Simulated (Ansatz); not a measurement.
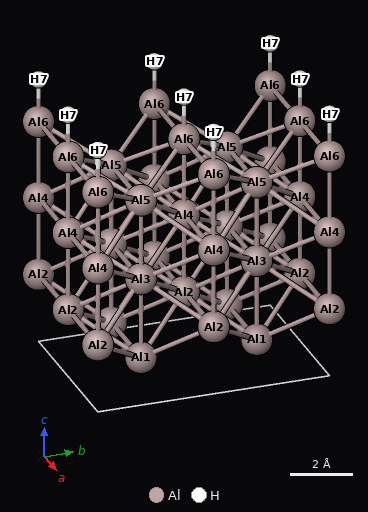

A slab of composition Al$_{6}$H (cut from the Fm-3m phase), before the constrained relaxation. A ball-and-stick model of the 2 × 2 repeat of the cell, outlined in the plane, without the vacuum, seen from a free direction.

Case: H put at a top Al site. The slab is the (1 1 0) face of Al with H on it. 3 atoms are held fixed.

Method: Ansatz 0.2.0, DFT PBEsol, scalar-relativistic, plane waves, PAW.

Input
```yaml
crystal:
  lattice:
    - [2.8394270062, 0.0, 0.0]
    - [0.0, 4.0155561815, 0.0]
    - [0.0, 0.0, 26.0985675155]
  atoms:
    - { symbol: Al, position: [0.5, 0.5, 0.3256883733] }
    - { symbol: Al, position: [0.0, 0.0, 0.3800865123] }
    - { symbol: Al, position: [0.5, 0.5, 0.4344846513] }
    - { symbol: Al, position: [0.0, 0.0, 0.4863154555] }
    - { symbol: Al, position: [0.5, 0.5, 0.5431153486] }
    - { symbol: Al, position: [0.0, 0.0, 0.5914115929] }
    - { symbol: H, position: [0.0, 0.0, 0.6496523373] }
basis:
  ecutwfc: 420
kpoints:
  mp_grid: { grid: [10, 7, 1] }
hamiltonian:
  xc: pbesol
scf:
  occupations: { method: gaussian, width: 0.1 }
output:
  forces: true
  eigenvalues: true
  write_density: true
  write_potential: true
  elf: true
  volumetric_format: npy
relax:
  adjacent_minimum: "off"
  f_tol: 0.03
  max_steps: 70
  constraints: [{ sites: [0, 1, 2] }]
efield:
  axis: 3
  dipole_correction: true
  ramp_width: 0.04
```

Command:
```bash
ansatz run input.yaml --threads 1 --pin off --max-ram 2560MiB --backend cpu --events-out ev --progress --plain --runs-dir out
```

### What does the optimiser find from here?

The largest move is that of H7, 0.32 Å along the normal (+c). By element the largest moves are H 0.32 Å, Al 0.24 Å. The lattice vectors keep their values. Some distances before and after: Al4–Al6 2.743 → 2.906 Å, Al3–Al5 2.835 → 2.969 Å, Al6–H7 1.520 → 1.606 Å, Al2–Al4 2.772 → 2.845 Å. The energy falls by 94.1 meV per cell of the calculation in 3 geometry steps. The largest force component goes from 1.2 to 0.0095 eV/Å. The run took 35 s on 1 thread of Intel(R) Xeon(R) 6975P-C (Granite Rapids), with other jobs on the host, peak memory 0.52 GiB.

The end point in the same view:

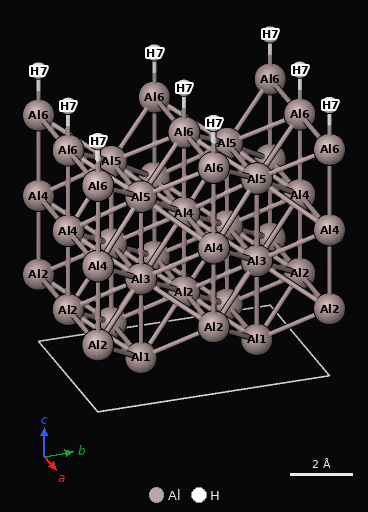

Limits of the set-up: the periodic images lie only 2.8 Å apart, so the values are limited by the cell's size.
